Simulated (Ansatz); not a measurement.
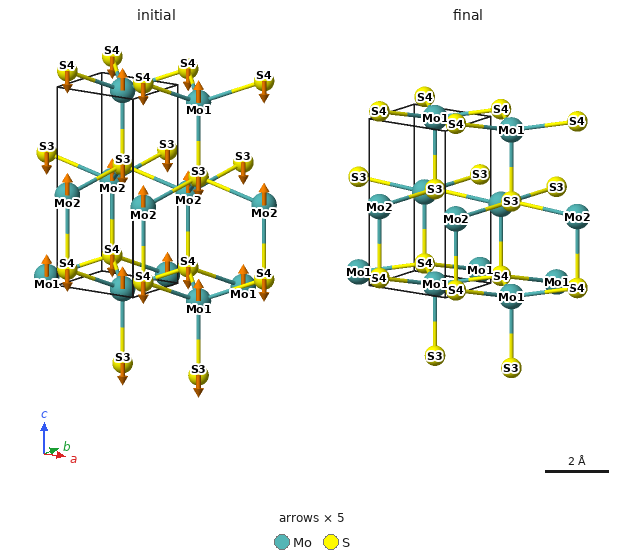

The structure of crystalline MoS (built on the wurtzite type) before (left) and after (right) a relaxation, at one scale. The orange arrows give the displacements (the part carried along by the change of the cell is left out), magnified 5 times.

A ball-and-stick model of the cell of the calculation, repeated 2 × 1 × 1 with one cell outlined, seen from a free direction.

The calculation used DFT PBEsol, scalar-relativistic, plane waves, PAW (Ansatz 0.2.0). (plane-wave cutoff 420 eV; k-point mesh 10 × 10 × 6; occupations gaussian; smearing width 0.05 eV; collinear spin; cell and atoms relaxed; force threshold 0.01 eV/Å; at most 60 steps)

Summarise the run.

The energy falls by 139 meV per atom in 12 accepted moves (13 points after the start). The largest force component goes from 0.01 to 0.0011 eV/Å. The pressure goes from −14.06 to −0.03 GPa. The SCF was repeated once at an unchanged geometry on a basis and grid sized afresh for the cell, which shifted the energy by 0.2 meV per atom at most. The largest moves relative to the cell, 0.14 Å, are those of Mo1, Mo2, S3 and S4. Mo2 goes along +c. Largest moves by element: Mo 0.14 Å, S 0.14 Å. Cell: a = b 3.895 → 3.919 Å (+0.6 %), c 6.379 → 5.358 Å (−16.0 %). Volume −15.0 %. Near-neighbour distances that change, for instance: Mo1–S3 2.391 → 2.297 Å, Mo1–S4 2.386 → 2.295 Å. Bond angles that change, for instance: Mo1–S4–Mo2 109.6° → 99.6°, S3–Mo1–S4 109.6° → 99.6°, Mo1–S4–Mo1 109.4° → 117.3°. The space group stays P6_3mc (No. 186). The program noted that the starting moments weren't kept.
